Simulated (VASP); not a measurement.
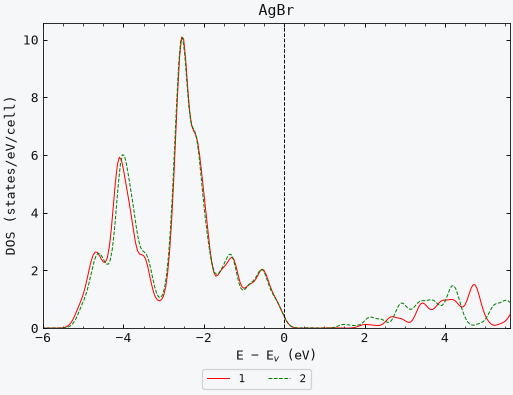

Total densities of states of AgBr, space group I4/mmm (No. 139), 2 atoms in the cell, rocksalt type, epitaxial (xy) strain −1.0%, by two methods on the same cell. The curves are built from the levels of the k mesh with Gaussians 0.3 eV wide, which also blur the band edges. Each is counted from its own valence-band top.

Q: Which curve is which? The methods: r2SCAN (VASP), PBE (VASP).

A: 1 is r2SCAN (VASP); 2 is PBE (VASP). r2SCAN (VASP) gives a gap of 1.18 eV and PBE (VASP) gives a gap of 0.61 eV.

Settings. r2SCAN (VASP): DFT, r2SCAN, plane waves, PAW, 8×8×8 k mesh, 520 eV cutoff, Gaussian smearing of 0.01 eV (VASP 6.6.1). PBE (VASP): DFT, PBE, plane waves, PAW, 8×8×8 k mesh, 520 eV cutoff, Fermi-Dirac smearing of 0.02 eV (VASP).
